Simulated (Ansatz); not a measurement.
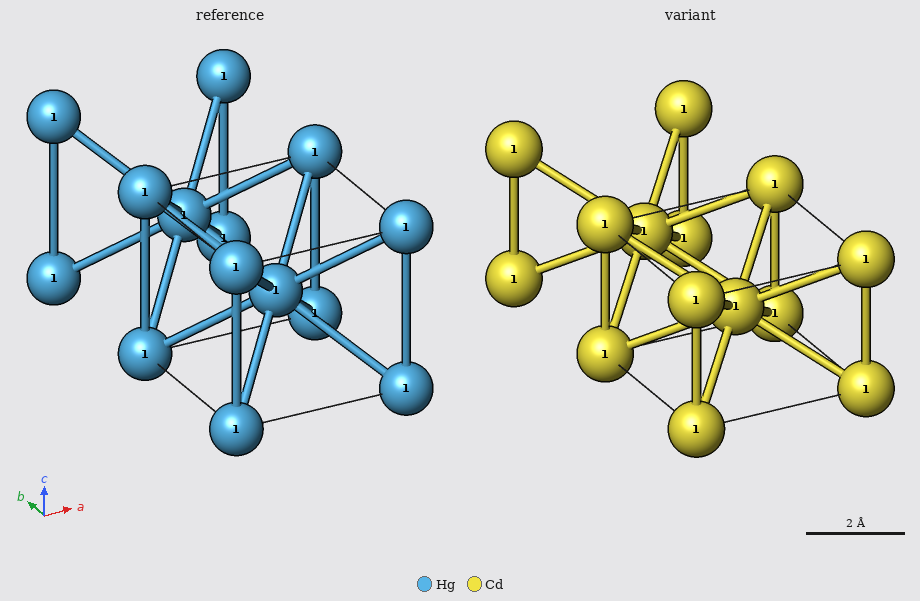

Left: a crystal of Hg (set up in I4/mmm). Right: the same structure after one change, at the same scale. Style: ball-and-stick. Shown: the conventional cell (2 times the calculation's cell), repeated 1 × 2 × 1 with one cell outlined, from a free direction. Lengths and directions refer to the drawn axes.

The calculation used DFT PBE, scalar-relativistic, plane waves, PAW in Ansatz 0.2.0. Set-up: plane-wave cutoff 420 eV; occupations gaussian; smearing width 0.1 eV; no spin polarisation. The k-mesh is chosen for each cell (16×16×16, 18×18×18).

### Which change leads from the left to the right?

Every mercury atom is replaced by cadmium, which gives Cd. Cell and atoms are relaxed again (to zero pressure within 0.1 GPa, forces under 0.01 eV/Å).

### What does the change do?

The volume per atom goes from 29.15 to 23.25 Å³. Cell: a = b 3.966 → 3.960 Å (−0.2 %), c 3.706 → 2.966 Å (−20.0 %). Volume −20.2 %. The space group stays I4/mmm (No. 139).
